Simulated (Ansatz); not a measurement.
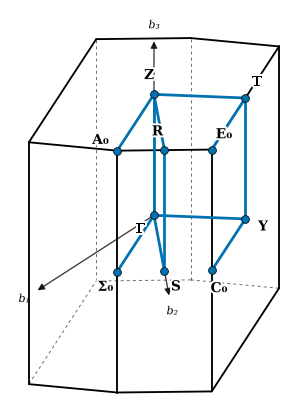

Crystal: B, the geometry relaxed with DFT, r2SCAN, plane waves (500 eV) with PAW, scalar-relativistic in Ansatz 0.2.0; the starting structure was generated, so it need not be a known form of this composition. The first Brillouin zone and its special points. All values are computed from the atomic coordinates in the standard setting (tolerance 0.002 Å).

Space group No. 63, Cmcm; a = 1.617 Å, b = 7.727 Å, c = 2.867 Å, α = 90.00°, β = 90.00°, γ = 90.00°.

Labels and path follow the convention of Hinuma et al. (2017), as computed by seekpath; the arrows show the directions of the reciprocal primitive vectors b₁, b₂, b₃, in which coordinates are given; lengths include the factor 2π.

**List the special points with their coordinates and distances from Γ.**

```tsv
point	k₁	k₂	k₃	length of k (1/Å)
Γ	0	0	0	0.000
Y	−1/2	1/2	0	0.813
T	−1/2	1/2	1/2	1.365
Z	0	0	1/2	1.096
S	0	1/2	0	1.985
R	0	1/2	1/2	2.267
Σ₀	0.261	0.261	0	2.028
C₀	−0.261	0.739	0	2.028
A₀	0.261	0.261	1/2	2.305
E₀	−0.261	0.739	1/2	2.305
```

**What is the zone's volume?**

(2π)³ over the primitive cell's volume of 17.91 Å³: 13.8 Å⁻³.
